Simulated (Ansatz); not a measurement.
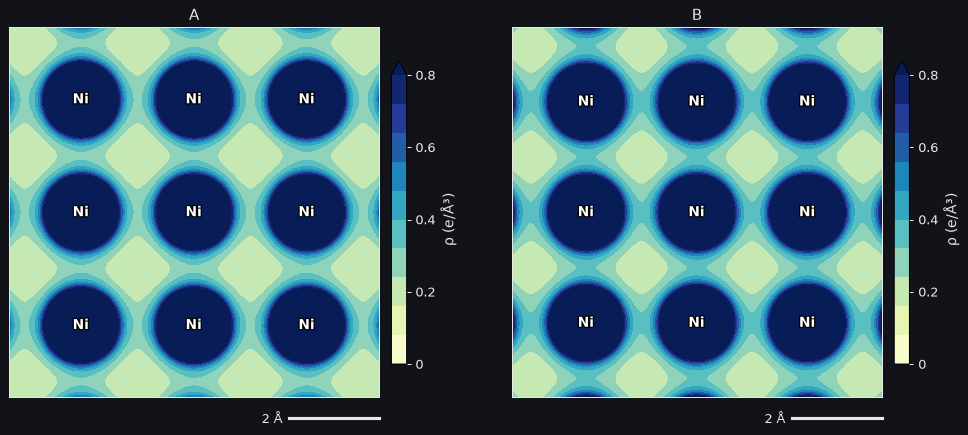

Ni. The valence pseudo-density of two cells that differ in size, on the (101) plane of each (indices in the axes of the calculation cell), at one length scale and on one colour scale: A has 11.3 Å³ an atom and B 10.6.

These are results of Ansatz, DFT, PBE, PAW with Ansatz's default frozen-core files, scalar-relativistic, not measurements.

The density is the valence pseudo-density of a PAW calculation; it isn't the true density close to the nuclei.

The larger cell:

```
CELL_PARAMETERS angstrom
0.00000 1.77966 1.77966
1.77966 0.00000 1.77966
1.77966 1.77966 0.00000
ATOMIC_POSITIONS crystal
Ni 0.00000 0.00000 0.00000
```

The smaller cell: a = 2.466 Å, b = 2.466 Å, c = 2.466 Å, α = 60.00°, β = 60.00°, γ = 60.00°.

Q: What changes from the larger cell to the smaller?

A: From the larger cell to the smaller, Ni–Ni goes from 2.52 to 2.47 Å, and the density at its midpoint from 0.3 to 0.34 e/Å³; the pressure goes from −6 to 6 GPa.
